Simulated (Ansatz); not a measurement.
GaSb and related structures: several calculations on one system

### Relaxation

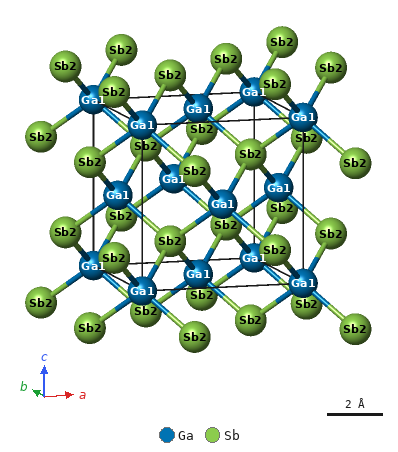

A crystal of GaSb (set up in F-43m), before the relaxation. A ball-and-stick model of the conventional cell (4 times the calculation's cell), seen slightly off an axis. Lengths and directions refer to the drawn axes.

Computed with Ansatz 0.2.0, DFT PBE, scalar-relativistic, plane waves, PAW.

The input:
```yaml
crystal:
  lattice:
    - [0.0, 3.068604316, 3.068604316]
    - [3.068604316, 0.0, 3.068604316]
    - [3.068604316, 3.068604316, 0.0]
  atoms:
    - { symbol: Ga, position: [0.0, 0.0, 0.0] }
    - { symbol: Sb, position: [0.75, 0.75, 0.75] }
basis:
  ecutwfc: 420
kpoints:
  mp_grid: { grid: [12, 12, 12] }
hamiltonian:
  xc: pbe
scf:
  occupations: { method: gaussian, width: 0.1 }
output:
  forces: true
  stress: true
  eigenvalues: true
  write_density: true
  write_potential: true
  elf: true
  volumetric_format: npy
relax:
  adjacent_minimum: "off"
  f_tol: 0.005
  max_steps: 80
  cell: { stress_tol: 0.05 }
```

Run as
```bash
ansatz run input.yaml --threads 4 --pin off --max-ram 10240MiB --backend cpu --events-out ev --progress --plain --runs-dir out
```

**Where does the relaxation end?**

The energy falls by 6.0 meV per atom in 2 accepted moves (3 points after the start). All forces vanish by symmetry, so only the cell relaxes. Pressure: 1.82 GPa at the start and −0.04 GPa at the end. At 1 point the geometry stayed and the basis and grid were re-selected for the new cell (energy shift of 0.2 meV per atom at most each time). No atom moves by more than 0.005 Å relative to the cell. The volume changes by +3.9 %, with a = b = c 6.137 → 6.215 Å (+1.3 %). Among the contacts that change: Ga1–Sb2 2.657 → 2.691 Å. The space group stays F-43m (No. 216). Cost: 9.7 s on 4 threads of Arm Neoverse V1, with other jobs on the host, peak memory 0.45 GiB.

History of the run:

```tsv
step	E − E(0), meV/atom	pressure, GPa	volume, Å³/atom	note
0	0.00	1.82	28.895	
1	-5.24	-0.47	30.316	
2	-5.78	-0.03	30.015	
3	-6.00	-0.04	30.015	same geometry, new basis
```

The end point in the same view:

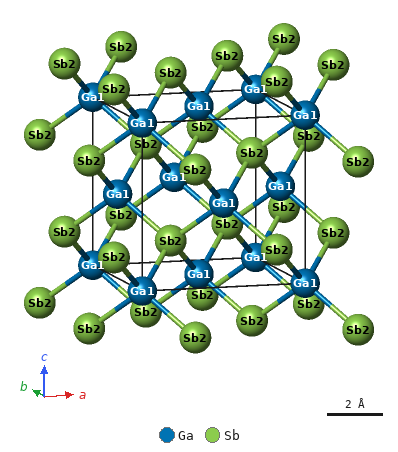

### Relaxation

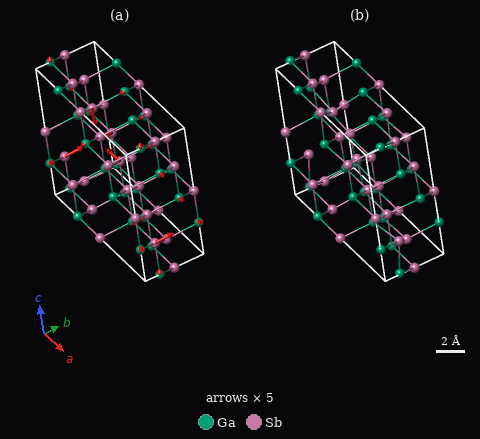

The structure of a defect cell of composition Ga15Sb16 before (left) and after (right) a relaxation, at one scale. The red arrows give the displacements, 5 times their true length.

The picture is a ball-and-stick view of the cell of the calculation (origin shifted), seen slightly off an axis.

Case: Ga vacancy (site a), charge +0, atoms relaxed at the host's cell.

Method: DFT PBE, scalar-relativistic, plane waves, PAW (Ansatz).

Input
```yaml
crystal:
  lattice:
    - [-6.2154872468, -6.2154872468, -6.2154872468]
    - [6.2154872468, 6.2154872468, -6.2154872468]
    - [6.2154872468, -6.2154872468, 6.2154872468]
  atoms:
    - { symbol: Ga, position: [0.25, 0.75, 0.0] }
    - { symbol: Ga, position: [0.0, 0.0, 0.0] }
    - { symbol: Ga, position: [0.25, 0.5, 0.25] }
    - { symbol: Ga, position: [0.0, 0.75, 0.25] }
    - { symbol: Ga, position: [0.75, 0.0, 0.25] }
    - { symbol: Ga, position: [0.25, 0.25, 0.5] }
    - { symbol: Ga, position: [0.0, 0.5, 0.5] }
    - { symbol: Ga, position: [0.75, 0.75, 0.5] }
    - { symbol: Ga, position: [0.5, 0.0, 0.5] }
    - { symbol: Ga, position: [0.0, 0.25, 0.75] }
    - { symbol: Ga, position: [0.75, 0.5, 0.75] }
    - { symbol: Ga, position: [0.5, 0.75, 0.75] }
    - { symbol: Ga, position: [0.75, 0.25, 0.0] }
    - { symbol: Ga, position: [0.5, 0.5, 0.0] }
    - { symbol: Ga, position: [0.5, 0.25, 0.25] }
    - { symbol: Sb, position: [0.0, 0.75, 0.5] }
    - { symbol: Sb, position: [1.0, 0.5, 0.75] }
    - { symbol: Sb, position: [0.75, 0.75, 0.75] }
    - { symbol: Sb, position: [1.0, 0.25, 0.0] }
    - { symbol: Sb, position: [0.75, 0.5, 0.0] }
    - { symbol: Sb, position: [0.5, 0.75, 0.0] }
    - { symbol: Sb, position: [1.0, 0.0, 0.25] }
    - { symbol: Sb, position: [0.75, 0.25, 0.25] }
    - { symbol: Sb, position: [0.5, 0.5, 0.25] }
    - { symbol: Sb, position: [0.25, 0.75, 0.25] }
    - { symbol: Sb, position: [0.75, 0.0, 0.5] }
    - { symbol: Sb, position: [0.5, 0.25, 0.5] }
    - { symbol: Sb, position: [0.25, 0.5, 0.5] }
    - { symbol: Sb, position: [0.5, 0.0, 0.75] }
    - { symbol: Sb, position: [0.25, 0.25, 0.75] }
    - { symbol: Sb, position: [0.25, 0.0, 0.0] }
basis:
  ecutwfc: 420
  xc_grid: 2
kpoints:
  mp_grid: { grid: [3, 3, 3], shift: [0.0, 0.0, 0.0] }
hamiltonian:
  xc: pbe
scf:
  occupations: { method: gaussian, width: 0.1 }
output:
  forces: true
  stress: false
  eigenvalues: true
  write_density: true
  write_potential: true
  elf: true
  volumetric_format: npy
relax:
  adjacent_minimum: "off"
  f_tol: 0.025
  max_steps: 45
```

Command:
```bash
ansatz run input.yaml --threads 4 --pin off --max-ram 10240MiB --backend cpu --events-out ev --progress --plain --runs-dir out
```

Q: What changed between the two?

A: The energy falls by 0.323 eV per cell of the calculation in 4 geometry steps. The largest force component goes from 0.18 to 0.0055 eV/Å. The largest moves, 0.32 Å, are those of Sb16, Sb29, Sb30 and Sb31. Sb29 goes along −a. Largest moves by element: Sb 0.32 Å, Ga 0.10 Å. The cell doesn't change. Among the contacts that change: Ga10–Sb17 2.691 → 2.725 Å, Ga10–Sb30 2.691 → 2.714 Å. Bond angles that change, for instance: Sb21–Ga14–Sb30 109.5° → 117.4°, Ga9–Sb29–Ga12 109.5° → 102.3°, Sb20–Ga14–Sb24 109.5° → 106.4°. Cost: 5.8 min on 4 threads of Arm Neoverse V1 (shared host), peak memory 4.1 GiB.

### Defect

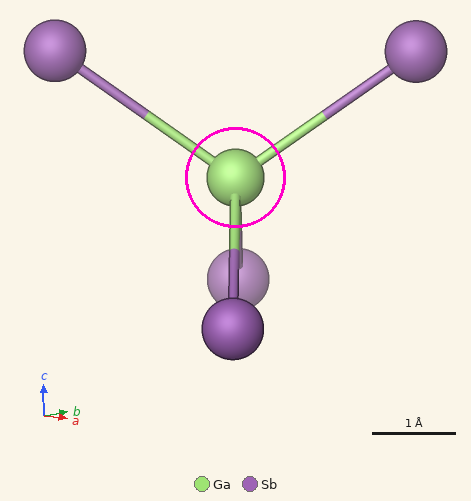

Perfect GaSb. The picture is a ball-and-stick view of the atoms within 3.8 Å of one point, seen from a free direction.

The calculation used DFT PBE, scalar-relativistic, plane waves, PAW in Ansatz 0.2.0. (plane-wave cutoff 420 eV; k-point mesh 3 × 3 × 3; occupations gaussian; smearing width 0.1 eV; no spin polarisation) The cell is small and the k-mesh coarse, so the numbers are rough. The axes drawn are those of the host's conventional cell.

A gallium atom is taken out (a vacancy) at the ringed place, in charge state 0. The supercell has 32 sites, and the atoms are relaxed at the host's cell.

**Predict the relaxed surroundings of the defect.**

Around the empty Ga site the host had 4 Sb at 2.69 Å; after relaxation the nearest atoms are 4 Sb at 2.37 Å. Of the host's atoms, an antimony atom moves furthest from its site, by 0.32 Å. Relaxing the atoms from the host's sites lowers the energy by 0.32 eV. At a tolerance of 0.02 Å the relaxed supercell has space group I-43m.

The relaxed defect, seen from the same direction:

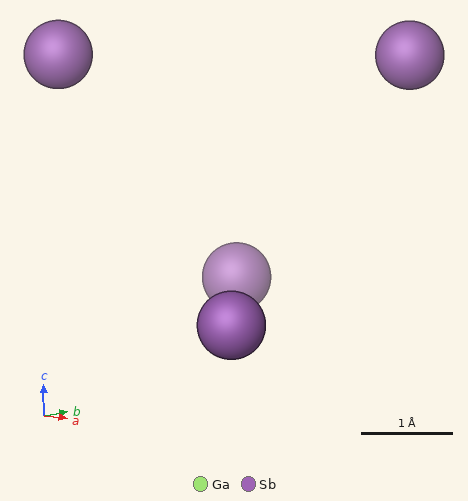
